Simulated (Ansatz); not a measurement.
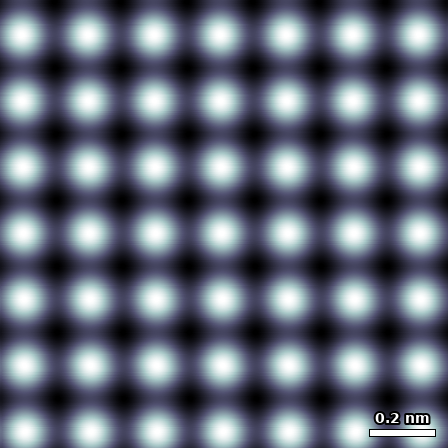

An image along [001] of one of the structures below (computed or model cells, partly hypothetical, each in its standard cell). The image is simulated as a sum over atoms of Z^1.6, blurred by a 1.25 Å probe (no channelling). The probe carries 15 % of its weight in a tail 2.5 times as wide. The display is stretched by a gamma of 0.8; percentages refer to the linear signal. A slight drift was added.

A. Ti
Space group P6_3/mmc (No. 194). a = 2.935 Å, b = 2.935 Å, c = 4.642 Å, α = 90.00°, β = 90.00°, γ = 120.00°
```json
{"atom": "Ti", "site": "2d", "symmetry": "-6m2", "x": "0.3333", "y": "0.6667", "z": "0.7500"}
```

B. Ti
Space group Fm-3m (No. 225). a = 4.133 Å, b = 4.133 Å, c = 4.133 Å, α = 90.00°, β = 90.00°, γ = 90.00°
```csv
atom,site,symmetry,x,y,z
Ti,4a,m-3m,0.0000,0.0000,0.0000
```

C. Rh
Space group Fm-3m (No. 225). a = 3.831 Å, b = 3.831 Å, c = 3.831 Å, α = 90.00°, β = 90.00°, γ = 90.00°
| atom | site | symmetry | x | y | z |
| --- | --- | --- | --- | --- | --- |
| Rh | 4a | m-3m | 0.0000 | 0.0000 | 0.0000 |

Question: Which of them gives this image?

Answer: B, Ti. Along [001] the projected cells are A 2.94 × 2.94 Å, 120°; B 2.07 × 2.07 Å, 90°; C 1.92 × 1.92 Å, 90°. The image repeats as B does.

Structure B: the input geometry of an electronic-structure calculation (not necessarily at equilibrium); the starting structure was generated, so it need not be a known form of this composition.
